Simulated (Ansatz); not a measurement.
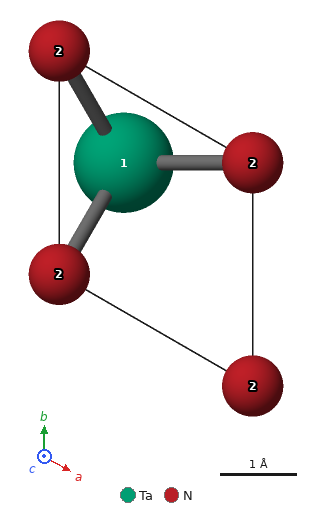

Starting structure of solid TaN (set up in P-6m2). The picture is a ball-and-stick view of the cell of the calculation, seen along the c axis.

Case: relaxed at 25 GPa.

Method: Ansatz, DFT PBE, scalar-relativistic, plane waves, PAW.

The input:
```yaml
crystal:
  lattice:
    - [2.9504707847, 0.0, 0.0]
    - [-1.4752353923, 2.5551826527, 0.0]
    - [0.0, 0.0, 2.8973536941]
  atoms:
    - { symbol: Ta, position: [0.3333333333, 0.6666666667, 0.5] }
    - { symbol: "N", position: [0.0, 0.0, 0.0] }
basis:
  ecutwfc: 420
kpoints:
  mp_grid: { grid: [18, 18, 14] }
hamiltonian:
  xc: pbe
scf:
  occupations: { method: fermi_dirac, width: 0.15 }
output:
  forces: true
  stress: true
  eigenvalues: true
  write_density: true
  write_potential: true
  elf: true
  volumetric_format: npy
relax:
  adjacent_minimum: "off"
  f_tol: 0.001
  max_steps: 60
  cell: { stress_tol: 0.02, p_target: 25.0 }
```

Command:
```bash
ansatz run input.yaml --threads 1 --pin off --max-ram 3072MiB --backend cpu --events-out ev --progress --plain --runs-dir out
```

Q: What does the optimiser find from here?

A: Over 5 accepted moves (7 points after the start) the energy rises by 0.101 eV per cell of the calculation. With the target pressure of 25 GPa, the enthalpy E + pV changes by −0.113 eV per cell of the calculation. All forces vanish by symmetry, so only the cell relaxes. Pressure: 0.00 GPa at the start and 25.00 GPa at the end. At 2 points the geometry stayed and the basis and grid were re-selected for the new cell (energy shift of 2.9 meV per cell of the calculation at most each time). The atoms keep their places relative to the cell (all moves are under 0.005 Å). Cell: a = b 2.950 → 2.884 Å (−2.3 %), c 2.897 → 2.843 Å (−1.9 %). Volume −6.3 %. Among the contacts that change: Ta1–Ta1 2.950 → 2.884 Å, Ta1–Ta1 (another image) 2.897 → 2.843 Å, Ta1–N2 2.236 → 2.189 Å. The space group stays P-6m2 (No. 187). The run took 25 s on 1 thread of AMD EPYC 9R45 96-Core Processor (Zen 5), on a shared host, peak memory 0.5 GiB.

After the run, drawn alike:

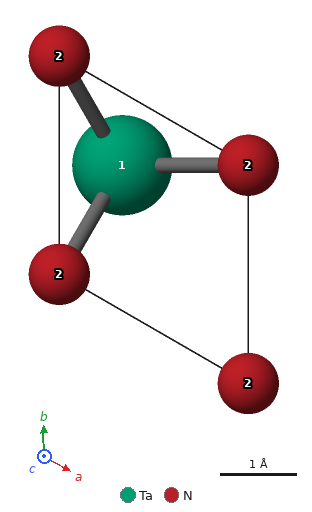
